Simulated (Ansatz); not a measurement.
**Run report: Au, geometry relaxation (part 1 of 2)**

- system: Au (slab, 6 atoms in the cell)
- method: DFT LDA, scalar-relativistic, plane waves, PAW, no spin polarisation (Ansatz 0.2.0)

The structure derives from an entry of the Crystallography Open Database.

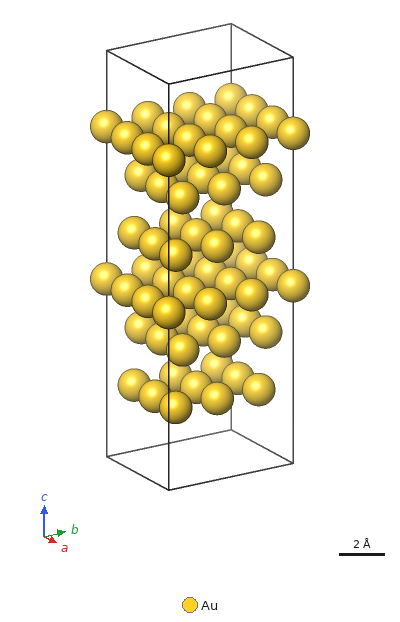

Fig. 1: The input geometry (spheres-only view of the 3 × 3 repeat of the cell, with the vacuum cut short, seen slightly off an axis).

## Input file
```yaml
crystal:
  lattice:
    - [2.8625650281, 0.0, 0.0]
    - [-1.4312825141, 2.4790540343, 0.0]
    - [0.0, 0.0, 26.6863727908]
  atoms:
    - { symbol: Au, position: [0.6666666667, 0.3333333333, 0.2810423154] }
    - { symbol: Au, position: [0.3333333333, 0.6666666667, 0.3686253893] }
    - { symbol: Au, position: [0.0, 0.0, 0.4562084631] }
    - { symbol: Au, position: [0.6666666667, 0.3333333333, 0.5437915369] }
    - { symbol: Au, position: [0.3333333333, 0.6666666667, 0.6313746107] }
    - { symbol: Au, position: [0.0, 0.0, 0.7189576846] }
basis:
  ecutwfc: 420
kpoints:
  mp_grid: { grid: [12, 12, 1] }
hamiltonian:
  xc: lda
scf:
  occupations: { method: gaussian, width: 0.1 }
output:
  forces: true
  eigenvalues: true
  write_density: true
  write_potential: true
  elf: true
  volumetric_format: npy
relax:
  adjacent_minimum: "off"
  f_tol: 0.02
  max_steps: 60
efield:
  axis: 3
  dipole_correction: true
```

Run as:
```bash
ansatz run input.yaml --threads 1 --pin off --max-ram 2560MiB --backend cpu --events-out ev --progress --plain --runs-dir out
```

## Output
```
Engine: ansatz 0.2.0, x86_64-unknown-linux-gnu
Pseudopotentials: kind: paw
Pseudopotential: Au, paw, valence charge 19, recommended cutoff 420 eV (normal), Au.paw.azcp
Functional definition: SPW92
  exchange = slater_x
  correlation = pw_c
Crystal: 6 atoms, lattice volume = 189.379 Å³
Basis set: ecut = 420 eV, 3713 PW (Γ)
Bands: 69, of which v1, the nominal top of the filled ones, is band 57 counted from 1 (56 counted from 0)
Symmetry: 6 space group operations
k-points: 19 of 144 (time reversal used)
Non-local potential: Au, projectors of the file, l = 0: 3, l = 1: 2, l = 2: 2, l = 3: 1
PAW form: soft (Blöchl's): semilocal exchange-correlation on the pseudo side does not see the compensation charge
PAW frozen core: Au, regenerated for the run's functional, and the local potential with it (the file was generated under x = pbe(κ = 0.804, μ = 0.2195149727645171), c = pbe(β = 0.06672455060314922))
PAW one-centre angular grid: Au, 590 points (default); XC on 64 Gauss nodes
Initial density: superposition of atomic densities (neutral atoms: chi_scale 0, normalization atom), corrected by the library's trained network
Initial wavefunctions: pseudopotential atomic-orbital guess
Functional: x = slater, c = lda
SCF iter   1: F=—  HF=-77188.715093 eV  |F-HF|=—  |Δ(HF+E_count)|=         —  Δρ=7.19e-3  dr2=7.62e-1  ethr=1.77e-3  p=0.000 e·Å  D=7.51e-14 V/Å  ΔV_dip=-0.00 eV  dr2_dipole=5.61e-8  V_vac-E_F(+/−)=4.95/4.95 eV  ⟨swp⟩=7.6  Hψ=5463  notcnv=0  defer=34
efield: sawtooth ramp at fractional position 0.9500 (placed from the atoms, in the widest stretch of the axis that holds none; the zero of the levels goes with the place), width 0.1000; the density the first Hamiltonian is built on has a dipole p = 0.000 e·Å; the dipole correction subtracts the counter field D = 7.51e-14 V/Å, which shifts the + side's vacuum level by -0.00 eV against the − side's; the planar-averaged density in the ramp window peaks in size at 8.1e-5 e/Å³
preconditioner: auto → LDOS  [insulator: Δε(μ)=0.123 eV  Ē_g=9.776 eV  σ=0.100 eV  W_gap=0.60  n_scr=20 (ndim 8)  ℏωp=21.9 eV  f_vac=0.441  D(μ)=2.68/eV (n_scr^D=12)  ε∞_Penn≈6.0  β→1.0]
SCF iter   2: F=—  HF=-77188.697128 eV  |F-HF|=—  |Δ(HF+E_count)|=   1.80e-2  Δρ=5.51e-3  dr2=7.77e-2  ethr=6.69e-4  p=-0.000 e·Å  D=-1.19e-4 V/Å  ΔV_dip=0.00 eV  dr2_dipole=2.40e-9  V_vac-E_F(+/−)=5.68/5.68 eV  ⟨swp⟩=2.6  Hψ=2136  notcnv=0  defer=89
SCF iter   3: F=—  HF=-77188.679591 eV  |F-HF|=—  |Δ(HF+E_count)|=   1.75e-2  Δρ=1.78e-3  dr2=2.46e-2  ethr=6.81e-5  p=0.000 e·Å  D=3.93e-5 V/Å  ΔV_dip=-0.00 eV  dr2_dipole=2.95e-7  V_vac-E_F(+/−)=5.46/5.46 eV  ⟨swp⟩=2.6  Hψ=2283  notcnv=0  defer=89
SCF iter   4: F=—  HF=-77188.677062 eV  |F-HF|=—  |Δ(HF+E_count)|=   2.53e-3  Δρ=6.72e-4  dr2=4.33e-3  ethr=2.15e-5  p=-0.000 e·Å  D=-3.88e-6 V/Å  ΔV_dip=0.00 eV  dr2_dipole=5.28e-11  V_vac-E_F(+/−)=5.52/5.52 eV  ⟨swp⟩=2.1  Hψ=1663  notcnv=0  defer=89
SCF iter   5: F=—  HF=-77188.676817 eV  |F-HF|=—  |Δ(HF+E_count)|=   2.45e-4  Δρ=1.51e-4  dr2=3.47e-4  ethr=3.80e-6  p=0.000 e·Å  D=8.90e-6 V/Å  ΔV_dip=-0.00 eV  dr2_dipole=1.49e-9  V_vac-E_F(+/−)=5.53/5.53 eV  ⟨swp⟩=2.3  Hψ=1816  notcnv=0  defer=57
iter 6 did not close the SCF: its close was put off until two iterations running show no level that it waits for move by more than its bar (scf_convergence_deferred on its scf_iter line)
SCF iter   6: F=-77188.676826 eV  HF=-77188.676824 eV  |F-HF|=2.60e-6  |Δ(HF+E_count)|=   6.91e-6  Δρ=4.30e-5  dr2=3.86e-6  ethr=8.77e-9  p=-0.000 e·Å  D=-1.45e-6 V/Å  ΔV_dip=0.00 eV  dr2_dipole=1.38e-9  V_vac-E_F(+/−)=5.54/5.54 eV  ⟨swp⟩=23.8  Hψ=14822  notcnv=0
iter 7 did not close the SCF: its close was put off until two iterations running show no level that it waits for move by more than its bar (scf_convergence_deferred on its scf_iter line)
SCF iter   7: F=-77188.676828 eV  HF=-77188.676828 eV  |F-HF|=7.10e-8  |Δ(HF+E_count)|=   4.30e-6  Δρ=1.18e-5  dr2=3.72e-7  ethr=3.38e-9  p=0.000 e·Å  D=2.46e-6 V/Å  ΔV_dip=-0.00 eV  dr2_dipole=1.70e-10  V_vac-E_F(+/−)=5.53/5.53 eV  ⟨swp⟩=13.7  Hψ=11573  notcnv=0
SCF iter   8: F=-77188.676828 eV  HF=-77188.676828 eV  |F-HF|=3.37e-8  |Δ(HF+E_count)|=   2.49e-7  Δρ=4.83e-6  dr2=8.35e-8  ethr=3.27e-10  p=-0.000 e·Å  D=-8.55e-7 V/Å  ΔV_dip=0.00 eV  dr2_dipole=2.53e-10  V_vac-E_F(+/−)=5.53/5.53 eV  ⟨swp⟩=11.7  Hψ=10720  notcnv=0
SCF 1 converged in 8 iterations: F = -77188.676828 eV  dr2 = 8.35e-8
  greatest PAW one-centre occupation: 1.003 electrons in one spin orbital (limit 2), on the Au atom at site 3 (counted from 0), in its partial waves of l = 0
relax step   1: F+E_penalty+E_count = -77188.67682817 eV  Δ(F+E_penalty+E_count) = +0.000e0 eV  max|allowed force component| = 1.719e-1 eV/Å  Δτ_max = 0.0000 Å  (8 SCF iters, dr2 threshold 1.00e-5 eV, accepted)
Initial density: handed on by an earlier stage of this run
Initial wavefunctions: those handed on with the density
iter 1 solved again at ethr=3.33e-5 eV; its pass at ethr=3.10e-3 eV (dr2=3.80e-2 eV) is discarded
SCF iter   1: F=—  HF=-77188.678731 eV  |F-HF|=—  |Δ(HF+E_count)|=         —  Δρ=2.85e-3  dr2=3.68e-2  ethr=3.33e-5  p=-0.000 e·Å  D=-8.56e-7 V/Å  ΔV_dip=0.00 eV  dr2_dipole=1.09e-10  V_vac-E_F(+/−)=5.54/5.54 eV  ⟨swp⟩=2.1  Hψ=4599  notcnv=0  defer=94
efield: sawtooth ramp at fractional position 0.9500 (handed on by an earlier solve), width 0.1000; the density the first Hamiltonian is built on has a dipole p = -0.000 e·Å; the dipole correction subtracts the counter field D = -8.56e-7 V/Å, which shifts the + side's vacuum level by +0.00 eV against the − side's; the planar-averaged density in the ramp window peaks in size at 2.5e-5 e/Å³
preconditioner: auto → LDOS  [metal: Δε(μ)=0.102 eV  Ē_g=9.935 eV  σ=0.100 eV  W_gap=0.49  n_scr=20 (ndim 8)  ℏωp=21.9 eV  f_vac=0.442  D(μ)=2.16/eV (n_scr^D=12)  β→1.0]
SCF iter   2: F=—  HF=-77188.677634 eV  |F-HF|=—  |Δ(HF+E_count)|=   1.10e-3  Δρ=1.71e-3  dr2=1.78e-2  ethr=3.23e-5  p=0.000 e·Å  D=7.73e-8 V/Å  ΔV_dip=-0.00 eV  dr2_dipole=1.18e-8  V_vac-E_F(+/−)=5.59/5.59 eV  ⟨swp⟩=2.0  Hψ=1903  notcnv=0  defer=94
SCF iter   3: F=—  HF=-77188.674442 eV  |F-HF|=—  |Δ(HF+E_count)|=   3.19e-3  Δρ=4.62e-4  dr2=1.14e-3  ethr=1.56e-5  p=-0.000 e·Å  D=-3.97e-6 V/Å  ΔV_dip=0.00 eV  dr2_dipole=9.79e-9  V_vac-E_F(+/−)=5.57/5.57 eV  ⟨swp⟩=2.1  Hψ=1938  notcnv=0  defer=94
SCF iter   4: F=—  HF=-77188.674309 eV  |F-HF|=—  |Δ(HF+E_count)|=   1.33e-4  Δρ=1.06e-4  dr2=9.17e-5  ethr=9.96e-7  p=0.000 e·Å  D=3.77e-7 V/Å  ΔV_dip=-0.00 eV  dr2_dipole=9.22e-10  V_vac-E_F(+/−)=5.56/5.56 eV  ⟨swp⟩=2.8  Hψ=2293  notcnv=0  defer=94
SCF iter   5: F=—  HF=-77188.674303 eV  |F-HF|=—  |Δ(HF+E_count)|=   5.71e-6  Δρ=3.49e-5  dr2=1.05e-5  ethr=8.04e-8  p=0.000 e·Å  D=8.38e-9 V/Å  ΔV_dip=-0.00 eV  dr2_dipole=2.40e-11  V_vac-E_F(+/−)=5.56/5.56 eV  ⟨swp⟩=2.2  Hψ=1752  notcnv=0  defer=94
iter 6 did not close the SCF: its close was put off until two iterations running show no level that it waits for move by more than its bar (scf_convergence_deferred on its scf_iter line)
SCF iter   6: F=-77188.674303 eV  HF=-77188.674304 eV  |F-HF|=8.88e-7  |Δ(HF+E_count)|=   6.28e-7  Δρ=1.54e-5  dr2=1.25e-6  ethr=1.62e-9  p=0.000 e·Å  D=5.48e-8 V/Å  ΔV_dip=-0.00 eV  dr2_dipole=1.27e-11  V_vac-E_F(+/−)=5.56/5.56 eV  ⟨swp⟩=22.1  Hψ=12523  notcnv=0
SCF iter   7: F=-77188.674304 eV  HF=-77188.674304 eV  |F-HF|=9.32e-8  |Δ(HF+E_count)|=   8.68e-8  Δρ=4.17e-6  dr2=1.12e-7  ethr=1.10e-9  p=-0.000 e·Å  D=-2.94e-7 V/Å  ΔV_dip=0.00 eV  dr2_dipole=1.73e-12  V_vac-E_F(+/−)=5.56/5.56 eV  ⟨swp⟩=10.9  Hψ=10692  notcnv=0
SCF 2 converged in 7 iterations: F = -77188.674304 eV  dr2 = 1.12e-7
relax step   2: F+E_penalty+E_count = -77188.67430359 eV  Δ(F+E_penalty+E_count) = +2.525e-3 eV  max|allowed force component| = 2.273e-1 eV/Å  Δτ_max = 0.0582 Å  (7 SCF iters, dr2 threshold 1.85e-6 eV, rejected (line search))
SCF iter   1: F=—  HF=-77188.682191 eV  |F-HF|=—  |Δ(HF+E_count)|=         —  Δρ=1.59e-3  dr2=1.16e-2  ethr=9.96e-5  p=-0.000 e·Å  D=-2.94e-7 V/Å  ΔV_dip=0.00 eV  dr2_dipole=1.15e-10  V_vac-E_F(+/−)=5.56/5.56 eV  ⟨swp⟩=3.1  Hψ=2668  notcnv=0  defer=90
efield: sawtooth ramp at fractional position 0.9500 (handed on by an earlier solve), width 0.1000; the density the first Hamiltonian is built on has a dipole p = -0.000 e·Å; the dipole correction subtracts the counter field D = -2.94e-7 V/Å, which shifts the + side's vacuum level by +0.00 eV against the − side's; the planar-averaged density in the ramp window peaks in size at 1.8e-5 e/Å³
preconditioner: auto → LDOS  [metal: Δε(μ)=0.088 eV  Ē_g=9.942 eV  σ=0.100 eV  W_gap=0.44  n_scr=20 (ndim 8)  ℏωp=21.9 eV  f_vac=0.442  D(μ)=2.34/eV (n_scr^D=12)  β→1.0]
SCF iter   2: F=—  HF=-77188.681551 eV  |F-HF|=—  |Δ(HF+E_count)|=   6.40e-4  Δρ=9.60e-4  dr2=5.29e-3  ethr=1.01e-5  p=0.000 e·Å  D=1.86e-5 V/Å  ΔV_dip=-0.00 eV  dr2_dipole=8.45e-9  V_vac-E_F(+/−)=5.53/5.53 eV  ⟨swp⟩=2.4  Hψ=2237  notcnv=0  defer=90
SCF iter   3: F=—  HF=-77188.680615 eV  |F-HF|=—  |Δ(HF+E_count)|=   9.36e-4  Δρ=2.70e-4  dr2=4.34e-4  ethr=4.64e-6  p=-0.000 e·Å  D=-4.81e-6 V/Å  ΔV_dip=0.00 eV  dr2_dipole=2.59e-10  V_vac-E_F(+/−)=5.55/5.55 eV  ⟨swp⟩=2.2  Hψ=1855  notcnv=0  defer=90
SCF iter   4: F=—  HF=-77188.680536 eV  |F-HF|=—  |Δ(HF+E_count)|=   7.95e-5  Δρ=5.77e-5  dr2=3.85e-5  ethr=3.80e-7  p=-0.000 e·Å  D=-2.96e-6 V/Å  ΔV_dip=0.00 eV  dr2_dipole=1.22e-9  V_vac-E_F(+/−)=5.55/5.55 eV  ⟨swp⟩=3.2  Hψ=2241  notcnv=0  defer=90
SCF iter   5: F=—  HF=-77188.680629 eV  |F-HF|=—  |Δ(HF+E_count)|=   9.32e-5  Δρ=2.35e-5  dr2=4.64e-6  ethr=3.38e-8  p=0.000 e·Å  D=3.64e-7 V/Å  ΔV_dip=-0.00 eV  dr2_dipole=1.08e-11  V_vac-E_F(+/−)=5.55/5.55 eV  ⟨swp⟩=2.3  Hψ=1736  notcnv=0  defer=90
SCF iter   6: F=—  HF=-77188.680629 eV  |F-HF|=—  |Δ(HF+E_count)|=   2.13e-7  Δρ=1.07e-5  dr2=5.17e-7  ethr=4.07e-9  p=-0.000 e·Å  D=-1.48e-6 V/Å  ΔV_dip=0.00 eV  dr2_dipole=6.05e-11  V_vac-E_F(+/−)=5.55/5.55 eV  ⟨swp⟩=2.1  Hψ=1687  notcnv=0  defer=90
SCF iter   7: F=-77188.680629 eV  HF=-77188.680629 eV  |F-HF|=5.84e-8  |Δ(HF+E_count)|=   1.39e-8  Δρ=2.95e-6  dr2=6.72e-8  ethr=8.77e-11  p=0.000 e·Å  D=7.64e-8 V/Å  ΔV_dip=-0.00 eV  dr2_dipole=8.84e-12  V_vac-E_F(+/−)=5.55/5.55 eV  ⟨swp⟩=21.2  Hψ=11576  notcnv=0
SCF 3 converged in 7 iterations: F = -77188.680629 eV  dr2 = 6.72e-8
  greatest PAW one-centre occupation: 1.003 electrons in one spin orbital (limit 2), on the Au atom at site 2 (counted from 0), in its partial waves of l = 0
relax step   3: F+E_penalty+E_count = -77188.68062904 eV  Δ(F+E_penalty+E_count) = -3.801e-3 eV  max|allowed force component| = 3.813e-3 eV/Å  Δτ_max = 0.0257 Å  (7 SCF iters, accepted)
```

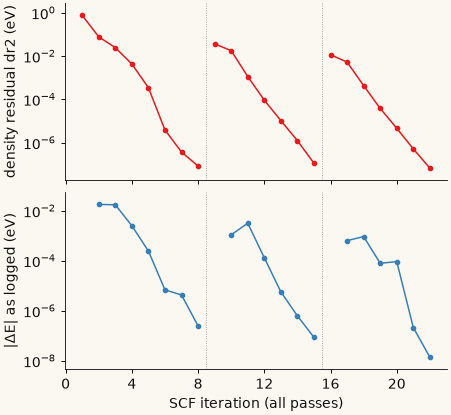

Fig. 2: Convergence of the self-consistent field: density residual dr2 and size of the energy change against the SCF iteration. The dotted lines part the SCF passes of the relaxation: geometry steps, rejected trials and re-solves on a re-selected basis. The passes take 8, 7 and 7 iterations.

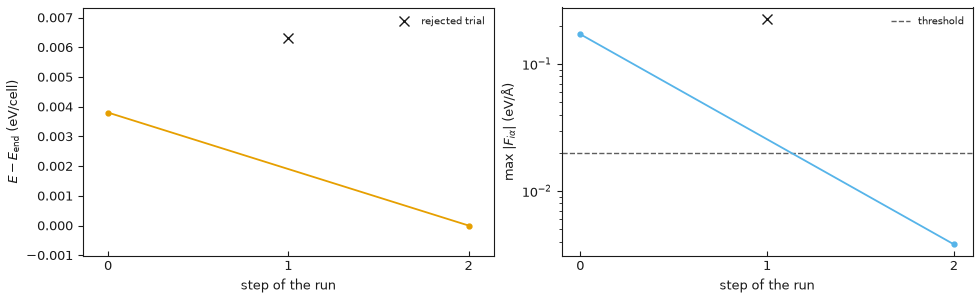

Fig. 3: Progress of the relaxation, step by step (the first geometry is step 0 here and step 1 in the log).

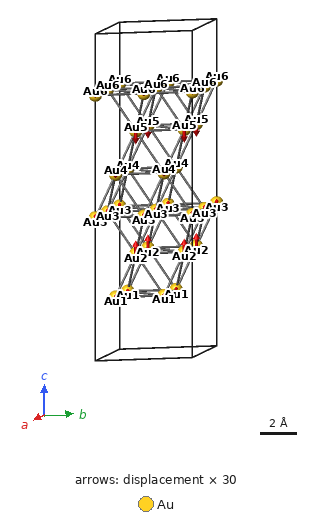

Fig. 4: The starting structure with the displacements as red arrows, magnified 30 times (ball-and-stick view of the 2 × 2 repeat of the cell, with the vacuum cut short, seen slightly off an axis). The largest moves, 0.026 Å, are those of Au2 and Au5. The lattice vectors keep their values. Distances before and after: Au1–Au2 2.863 → 2.879 Å, Au2–Au3 2.863 → 2.848 Å. Over 2 geometry steps the energy falls by 3.8 meV per cell of the calculation. Largest force component: 0.17 eV/Å at the start, 0.0038 eV/Å at the end. The line search rejected the trial step at point 1 (counted from 0) and went back. (Atoms are counted from 1 in the order of the input.)
